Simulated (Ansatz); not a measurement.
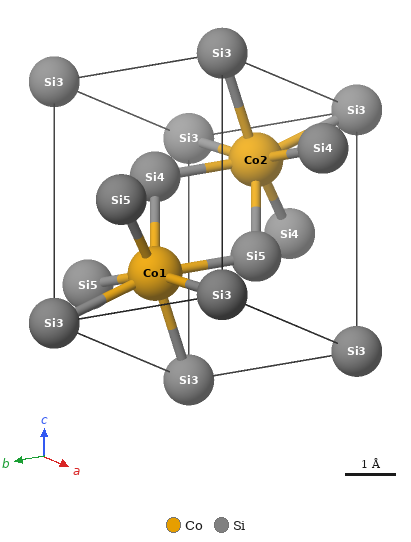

**Figure 1.** The input geometry (ball-and-stick view of the cell of the calculation, seen at an oblique angle; bonded neighbours outside the cell are drawn too; atoms are numbered from 1 in the order of the input). Near neighbours in the crystal (not all of them lie inside the picture): Co has 7 Si at 2.14 to 2.46 Å; Si has 6 Co at 2.46 Å; Si has 4 Co at 2.14 to 2.21 Å.

Geometry relaxation, with input and output: Co2Si3 (part 1 of 3)

System: Co2Si3 (P-3m1, 5 atoms in the cell).
Method: DFT PBE, scalar-relativistic, plane waves, PAW, no spin polarisation (Ansatz 0.2.0).

The structure was built on a prototype by a generator; it need not be a known phase. It belongs to a series of runs on one base structure; here: A-type sesquioxide type (P-3m1, No. 164). Figures and captions count atoms from 1; the log counts them from 0 in places.

### Input file
```yaml
crystal:
  lattice:
    - [3.5572381532, 0.0, 0.0]
    - [-1.7786190766, 3.080658608, 0.0]
    - [0.0, 0.0, 5.5344847409]
  atoms:
    - { symbol: Co, position: [0.3333333333, 0.6666666667, 0.245] }
    - { symbol: Co, position: [0.6666666667, 0.3333333333, 0.755] }
    - { symbol: Si, position: [0.0, 0.0, 0.0] }
    - { symbol: Si, position: [0.3333333333, 0.6666666667, 0.645] }
    - { symbol: Si, position: [0.6666666667, 0.3333333333, 0.355] }
basis:
  ecutwfc: 420
kpoints:
  mp_grid: { grid: [6, 6, 4] }
hamiltonian:
  xc: pbe
scf:
  occupations: { method: gaussian, width: 0.1 }
  lower_state_search: "off"
output:
  forces: true
  stress: true
  eigenvalues: true
relax:
  adjacent_minimum: "off"
  f_tol: 0.04
  max_steps: 70
  cell: { stress_tol: 0.4 }
```

Run on 1 thread of Intel Xeon (Granite Rapids), 192 GiB of memory available, shared host.

Launched with:
```bash
ansatz run input.yaml --threads 1 --pin off --max-ram 2560MiB --backend cpu --events-out ev --progress --plain --runs-dir out
```

### Log
```
Engine: ansatz 0.2.0, x86_64-unknown-linux-gnu
Pseudopotentials: kind: paw
Pseudopotential: Co, paw, valence charge 17, recommended cutoff 420 eV (normal), Co.paw.azcp
Pseudopotential: Si, paw, valence charge 4, recommended cutoff 420 eV (normal), Si.paw.azcp
Functional definition: PBE
  parameter kappa = 0.804
  parameter beta = 0.06672455060314922
  exchange = pbe_x(kappa = kappa, mu = beta*pi^2/3)
  correlation = pbe_c(beta = beta)
Crystal: 5 atoms, lattice volume = 60.650 Å³
Basis set: ecut = 420 eV, 1153 PW (Γ), exchange–correlation on 48×48×80 points (8 copies of the dense FFT grid, shifted against one another)
Bands: 28, of which v1, the nominal top of the filled ones, is band 23 counted from 1 (22 counted from 0)
Symmetry: 12 space group operations
Space group: P-3m1 (ITA 164), of the structure as read, at distance tolerance 3.9e-5 Å
k-points: 24 of 144
Non-local potential: Co, projectors of the file, l = 0: 3, l = 1: 2, l = 2: 3, l = 3: 1
Non-local potential: Si, projectors of the file, l = 0: 2, l = 1: 2, l = 2: 2
PAW form: soft (Blöchl's): semilocal exchange-correlation on the pseudo side does not see the compensation charge
PAW one-centre angular grid: Co, 590 points (default); XC on 64 Gauss nodes
PAW one-centre angular grid: Si, 110 points (default); XC on 64 Gauss nodes
Initial density: superposition of atomic densities (neutral atoms: chi_scale 0, normalization atom), corrected by the library's trained network
Initial wavefunctions: pseudopotential atomic-orbital guess
Functional: x = pbe(κ = 0.804, μ = 0.2195149727645171), c = pbe(β = 0.06672455060314922)
SCF iter   1: F=—  HF=-12159.978844 eV  |F-HF|=—  |Δ(HF+E_count)|=         —  Δρ=3.66e-3  dr2=9.73e-3  ethr=1.77e-3  ⟨swp⟩=5.7  Hψ=2917  notcnv=0
preconditioner: auto → Resta (q_TF=auto, 2.605 Å⁻¹)  ε∞=16.9  [insulator: Δε(μ)=0.160 eV  Ē_g=6.546 eV  σ=0.100 eV  W_gap=0.71  n_scr=22 (ndim 8)  ℏωp=26.1 eV  f_vac=0.000  D(μ)=1.25/eV (n_scr^D=2)  ε∞_Penn≈16.9]
SCF iter   2: F=—  HF=-12159.978045 eV  |F-HF|=—  |Δ(HF+E_count)|=   8.00e-4  Δρ=2.19e-3  dr2=3.04e-3  ethr=2.12e-5  ⟨swp⟩=1.8  Hψ=978  notcnv=0
SCF iter   3: F=—  HF=-12159.977746 eV  |F-HF|=—  |Δ(HF+E_count)|=   2.98e-4  Δρ=9.52e-4  dr2=3.37e-4  ethr=6.62e-6  ⟨swp⟩=2.0  Hψ=944  notcnv=0
SCF iter   4: F=—  HF=-12159.977729 eV  |F-HF|=—  |Δ(HF+E_count)|=   1.71e-5  Δρ=3.04e-4  dr2=3.93e-5  ethr=7.32e-7  ⟨swp⟩=2.3  Hψ=934  notcnv=0
SCF iter   5: F=—  HF=-12159.977729 eV  |F-HF|=—  |Δ(HF+E_count)|=   4.00e-7  Δρ=4.99e-5  dr2=1.19e-6  ethr=8.55e-8  ⟨swp⟩=2.2  Hψ=1029  notcnv=0
SCF iter   6: F=—  HF=-12159.977729 eV  |F-HF|=—  |Δ(HF+E_count)|=   5.51e-7  Δρ=4.76e-5  dr2=1.00e-6  ethr=2.59e-9  ⟨swp⟩=2.5  Hψ=1095  notcnv=0
SCF iter   7: F=-12159.977729 eV  HF=-12159.977729 eV  |F-HF|=4.05e-8  |Δ(HF+E_count)|=   2.03e-9  Δρ=7.87e-6  dr2=4.40e-8  ethr=2.17e-10  ⟨swp⟩=5.4  Hψ=2973  notcnv=0
SCF 1 converged in 7 iterations: F = -12159.977729 eV  dr2 = 4.40e-8
  greatest PAW one-centre occupation: 1.000 electrons in one spin orbital (limit 2), on the Co atom at site 1 (counted from 0), in its partial waves of l = 1
relax step   1: F+E_penalty+E_count = -12159.97772931 eV  Δ(F+E_penalty+E_count) = +0.000e0 eV  max|allowed force component| = 3.138e0 eV/Å  Δτ_max = 0.0000 Å  P = +18.224 GPa  Ω = 60.650 Å³  (7 SCF iters, dr2 threshold 1.00e-7 eV, accepted)
Crystal: 5 atoms, lattice volume = 62.176 Å³
Basis set: ecut = 420 eV, 1193 PW (Γ), exchange–correlation on 48×48×80 points (8 copies of the dense FFT grid, shifted against one another)
Initial density: handed on by an earlier stage of this run
Initial wavefunctions: those handed on with the density
iter 1 solved again at ethr=8.66e-4 eV; its pass at ethr=3.10e-3 eV (dr2=3.98e-1 eV) is discarded
SCF iter   1: F=—  HF=-12160.881781 eV  |F-HF|=—  |Δ(HF+E_count)|=         —  Δρ=1.76e-2  dr2=3.99e-1  ethr=8.66e-4  ⟨swp⟩=1.0  Hψ=4222  notcnv=0
preconditioner: auto → Kerker (q_TF=auto, 2.595 Å⁻¹)  [metal: Δε(μ)=0.064 eV  Ē_g=6.379 eV  σ=0.100 eV  W_gap=0.33  n_scr=22 (ndim 8)  ℏωp=25.8 eV  f_vac=0.001  D(μ)=1.75/eV (n_scr^D=8)]
SCF iter   2: F=—  HF=-12160.836987 eV  |F-HF|=—  |Δ(HF+E_count)|=   4.48e-2  Δρ=9.01e-3  dr2=1.42e-1  ethr=8.66e-4  ⟨swp⟩=1.8  Hψ=716  notcnv=0
SCF iter   3: F=—  HF=-12160.811443 eV  |F-HF|=—  |Δ(HF+E_count)|=   2.55e-2  Δρ=1.83e-3  dr2=4.16e-3  ethr=3.09e-4  ⟨swp⟩=2.0  Hψ=1081  notcnv=0
SCF iter   4: F=—  HF=-12160.810490 eV  |F-HF|=—  |Δ(HF+E_count)|=   9.53e-4  Δρ=1.10e-3  dr2=6.44e-4  ethr=9.05e-6  ⟨swp⟩=2.1  Hψ=1013  notcnv=0
SCF iter   5: F=—  HF=-12160.810405 eV  |F-HF|=—  |Δ(HF+E_count)|=   8.47e-5  Δρ=2.97e-4  dr2=5.28e-5  ethr=1.40e-6  ⟨swp⟩=2.2  Hψ=926  notcnv=0
SCF iter   6: F=—  HF=-12160.810424 eV  |F-HF|=—  |Δ(HF+E_count)|=   1.95e-5  Δρ=7.80e-5  dr2=4.63e-6  ethr=1.15e-7  ⟨swp⟩=2.2  Hψ=1001  notcnv=0
SCF iter   7: F=—  HF=-12160.810424 eV  |F-HF|=—  |Δ(HF+E_count)|=   6.34e-7  Δρ=3.09e-5  dr2=5.57e-7  ethr=1.09e-9  ⟨swp⟩=7.5  Hψ=3518  notcnv=0
SCF iter   8: F=-12160.810424 eV  HF=-12160.810424 eV  |F-HF|=1.07e-8  |Δ(HF+E_count)|=   3.01e-8  Δρ=1.05e-5  dr2=1.05e-7  ethr=1.09e-9  ⟨swp⟩=4.0  Hψ=2408  notcnv=0
SCF 2 converged in 8 iterations: F = -12160.810424 eV  dr2 = 1.05e-7
relax step   2: F+E_penalty+E_count = -12160.81042375 eV  Δ(F+E_penalty+E_count) = -8.327e-1 eV  max|allowed force component| = 2.087e0 eV/Å  Δτ_max = 0.1101 Å  P = +5.864 GPa  Ω = 62.176 Å³  energy of the carried Pulay correction = -8.037e-4 eV  (8 SCF iters, dr2 threshold 5.00e-7 eV, accepted)
Crystal: 5 atoms, lattice volume = 61.186 Å³
Basis set: ecut = 420 eV, 1229 PW (Γ), exchange–correlation on 48×48×80 points (8 copies of the dense FFT grid, shifted against one another)
iter 1 solved again at ethr=1.82e-3 eV; its pass at ethr=3.10e-3 eV (dr2=8.39e-1 eV) is discarded
SCF iter   1: F=—  HF=-12161.780455 eV  |F-HF|=—  |Δ(HF+E_count)|=         —  Δρ=2.33e-2  dr2=8.42e-1  ethr=1.82e-3  ⟨swp⟩=1.0  Hψ=4098  notcnv=0
preconditioner: auto → Kerker (q_TF=auto, 2.602 Å⁻¹)  [metal: Δε(μ)=0.110 eV  Ē_g=6.562 eV  σ=0.100 eV  W_gap=0.48  n_scr=22 (ndim 8)  ℏωp=26.0 eV  f_vac=0.001  D(μ)=1.93/eV (n_scr^D=20)]
SCF iter   2: F=—  HF=-12161.681733 eV  |F-HF|=—  |Δ(HF+E_count)|=   9.87e-2  Δρ=1.36e-2  dr2=3.49e-1  ethr=1.82e-3  ⟨swp⟩=1.9  Hψ=737  notcnv=0
preconditioner: auto → Resta (q_TF=auto, 2.602 Å⁻¹)  ε∞=16.7  [insulator: Δε(μ)=0.130 eV  Ē_g=6.555 eV  σ=0.100 eV  W_gap=0.54  n_scr=22 (ndim 8)  ℏωp=26.0 eV  f_vac=0.001  D(μ)=1.91/eV (n_scr^D=20)  ε∞_Penn≈16.7]
SCF iter   3: F=—  HF=-12161.607340 eV  |F-HF|=—  |Δ(HF+E_count)|=   7.44e-2  Δρ=2.36e-3  dr2=3.38e-3  ethr=7.59e-4  ⟨swp⟩=2.8  Hψ=1166  notcnv=0
SCF iter   4: F=—  HF=-12161.606442 eV  |F-HF|=—  |Δ(HF+E_count)|=   8.98e-4  Δρ=1.36e-3  dr2=9.31e-4  ethr=7.35e-6  ⟨swp⟩=2.3  Hψ=1324  notcnv=0  defer=1
SCF iter   5: F=—  HF=-12161.606296 eV  |F-HF|=—  |Δ(HF+E_count)|=   1.45e-4  Δρ=3.76e-4  dr2=8.35e-5  ethr=2.02e-6  ⟨swp⟩=2.3  Hψ=1052  notcnv=0  defer=1
SCF iter   6: F=—  HF=-12161.606292 eV  |F-HF|=—  |Δ(HF+E_count)|=   4.55e-6  Δρ=1.15e-4  dr2=1.12e-5  ethr=1.82e-7  ⟨swp⟩=2.4  Hψ=1148  notcnv=0  defer=1
SCF iter   7: F=—  HF=-12161.606293 eV  |F-HF|=—  |Δ(HF+E_count)|=   1.35e-6  Δρ=3.21e-5  dr2=8.56e-7  ethr=2.42e-8  ⟨swp⟩=2.3  Hψ=1062  notcnv=0  defer=1
SCF iter   8: F=-12161.606294 eV  HF=-12161.606294 eV  |F-HF|=3.15e-8  |Δ(HF+E_count)|=   3.83e-7  Δρ=1.94e-5  dr2=1.78e-7  ethr=1.09e-9  ⟨swp⟩=7.5  Hψ=3334  notcnv=0
SCF 3 converged in 8 iterations: F = -12161.606294 eV  dr2 = 1.78e-7
relax step   3: F+E_penalty+E_count = -12161.60629361 eV  Δ(F+E_penalty+E_count) = -7.959e-1 eV  max|allowed force component| = 1.362e0 eV/Å  Δτ_max = 0.1857 Å  P = -0.206 GPa  Ω = 61.186 Å³  energy of the carried Pulay correction = -2.842e-4 eV  (8 SCF iters, dr2 threshold 5.00e-7 eV, accepted)
Crystal: 5 atoms, lattice volume = 59.228 Å³
Basis set: ecut = 420 eV, 1169 PW (Γ), exchange–correlation on 48×48×80 points (8 copies of the dense FFT grid, shifted against one another)
iter 1 solved again at ethr=1.72e-3 eV; its pass at ethr=3.10e-3 eV (dr2=7.93e-1 eV) is discarded
SCF iter   1: F=—  HF=-12162.146416 eV  |F-HF|=—  |Δ(HF+E_count)|=         —  Δρ=2.42e-2  dr2=7.99e-1  ethr=1.72e-3  ⟨swp⟩=1.0  Hψ=4161  notcnv=0
preconditioner: auto → Kerker (q_TF=auto, 2.616 Å⁻¹)  [metal: Δε(μ)=0.097 eV  Ē_g=6.889 eV  σ=0.100 eV  W_gap=0.49  n_scr=22 (ndim 8)  ℏωp=26.4 eV  f_vac=0.001  D(μ)=1.67/eV (n_scr^D=8)]
SCF iter   2: F=—  HF=-12162.043673 eV  |F-HF|=—  |Δ(HF+E_count)|=   1.03e-1  Δρ=1.33e-2  dr2=3.18e-1  ethr=1.72e-3  ⟨swp⟩=2.1  Hψ=771  notcnv=0
preconditioner: auto → Resta (q_TF=auto, 2.616 Å⁻¹)  ε∞=15.8  [insulator: Δε(μ)=0.109 eV  Ē_g=6.868 eV  σ=0.100 eV  W_gap=0.55  n_scr=22 (ndim 8)  ℏωp=26.4 eV  f_vac=0.000  D(μ)=1.71/eV (n_scr^D=8)  ε∞_Penn≈15.8]
SCF iter   3: F=—  HF=-12161.968568 eV  |F-HF|=—  |Δ(HF+E_count)|=   7.51e-2  Δρ=4.96e-3  dr2=1.35e-2  ethr=6.92e-4  ⟨swp⟩=3.1  Hψ=1183  notcnv=0
SCF iter   4: F=—  HF=-12161.965758 eV  |F-HF|=—  |Δ(HF+E_count)|=   2.81e-3  Δρ=1.79e-3  dr2=1.50e-3  ethr=2.93e-5  ⟨swp⟩=2.2  Hψ=1249  notcnv=0
SCF iter   5: F=—  HF=-12161.965570 eV  |F-HF|=—  |Δ(HF+E_count)|=   1.88e-4  Δρ=6.30e-4  dr2=2.19e-4  ethr=3.26e-6  ⟨swp⟩=2.0  Hψ=1148  notcnv=0
SCF iter   6: F=—  HF=-12161.965529 eV  |F-HF|=—  |Δ(HF+E_count)|=   4.06e-5  Δρ=2.04e-4  dr2=3.60e-5  ethr=4.75e-7  ⟨swp⟩=2.1  Hψ=978  notcnv=0
SCF iter   7: F=—  HF=-12161.965532 eV  |F-HF|=—  |Δ(HF+E_count)|=   2.14e-6  Δρ=7.58e-5  dr2=3.45e-6  ethr=7.83e-8  ⟨swp⟩=2.5  Hψ=1187  notcnv=0
SCF iter   8: F=-12161.965532 eV  HF=-12161.965532 eV  |F-HF|=1.76e-7  |Δ(HF+E_count)|=   8.02e-7  Δρ=2.23e-5  dr2=2.71e-7  ethr=1.09e-9  ⟨swp⟩=8.1  Hψ=3742  notcnv=0
SCF 4 converged in 8 iterations: F = -12161.965532 eV  dr2 = 2.71e-7
relax step   4: F+E_penalty+E_count = -12161.96553250 eV  Δ(F+E_penalty+E_count) = -3.592e-1 eV  max|allowed force component| = 6.783e-2 eV/Å  Δτ_max = 0.1532 Å  P = +1.777 GPa  Ω = 59.228 Å³  energy of the carried Pulay correction = +7.676e-4 eV  (8 SCF iters, dr2 threshold 5.00e-7 eV, accepted)
Crystal: 5 atoms, lattice volume = 59.521 Å³
Basis set: ecut = 420 eV, 1143 PW (Γ), exchange–correlation on 48×48×80 points (8 copies of the dense FFT grid, shifted against one another)
iter 1 solved again at ethr=3.49e-5 eV; its pass at ethr=3.10e-3 eV (dr2=1.61e-2 eV) is discarded
SCF iter   1: F=—  HF=-12162.014539 eV  |F-HF|=—  |Δ(HF+E_count)|=         —  Δρ=6.11e-3  dr2=1.61e-2  ethr=3.49e-5  ⟨swp⟩=2.0  Hψ=4186  notcnv=0
preconditioner: auto → Kerker (q_TF=auto, 2.614 Å⁻¹)  [metal: Δε(μ)=0.098 eV  Ē_g=6.841 eV  σ=0.100 eV  W_gap=0.49  n_scr=20 (ndim 8)  ℏωp=26.4 eV  f_vac=0.001  D(μ)=1.60/eV (n_scr^D=8)]
SCF iter   2: F=—  HF=-12162.011994 eV  |F-HF|=—  |Δ(HF+E_count)|=   2.55e-3  Δρ=3.21e-3  dr2=4.84e-3  ethr=3.49e-5  ⟨swp⟩=1.0  Hψ=672  notcnv=0
SCF iter   3: F=—  HF=-12162.010576 eV  |F-HF|=—  |Δ(HF+E_count)|=   1.42e-3  Δρ=7.93e-4  dr2=3.05e-4  ethr=1.05e-5  ⟨swp⟩=2.0  Hψ=1140  notcnv=0
SCF iter   4: F=—  HF=-12162.010475 eV  |F-HF|=—  |Δ(HF+E_count)|=   1.01e-4  Δρ=3.59e-4  dr2=4.02e-5  ethr=6.64e-7  ⟨swp⟩=2.4  Hψ=1090  notcnv=0
SCF iter   5: F=—  HF=-12162.010472 eV  |F-HF|=—  |Δ(HF+E_count)|=   3.36e-6  Δρ=4.90e-5  dr2=1.05e-6  ethr=8.75e-8  ⟨swp⟩=2.3  Hψ=1204  notcnv=0
SCF iter   6: F=—  HF=-12162.010472 eV  |F-HF|=—  |Δ(HF+E_count)|=   2.43e-7  Δρ=3.17e-5  dr2=3.26e-7  ethr=1.09e-9  ⟨swp⟩=7.3  Hψ=3804  notcnv=0
SCF iter   7: F=-12162.010472 eV  HF=-12162.010472 eV  |F-HF|=3.57e-8  |Δ(HF+E_count)|=   1.92e-8  Δρ=9.49e-6  dr2=4.61e-8  ethr=7.08e-10  ⟨swp⟩=4.5  Hψ=2436  notcnv=0
SCF 5 converged in 7 iterations: F = -12162.010472 eV  dr2 = 4.61e-8
relax step   5: F+E_penalty+E_count = -12162.01047181 eV  Δ(F+E_penalty+E_count) = -4.494e-2 eV  max|allowed force component| = 3.728e-1 eV/Å  Δτ_max = 0.0281 Å  P = +0.250 GPa  Ω = 59.521 Å³  energy of the carried Pulay correction = +6.079e-4 eV  (7 SCF iters, dr2 threshold 5.00e-7 eV, accepted)
Crystal: 5 atoms, lattice volume = 59.137 Å³
iter 1 solved again at ethr=7.79e-5 eV; its pass at ethr=3.10e-3 eV (dr2=3.59e-2 eV) is discarded
```
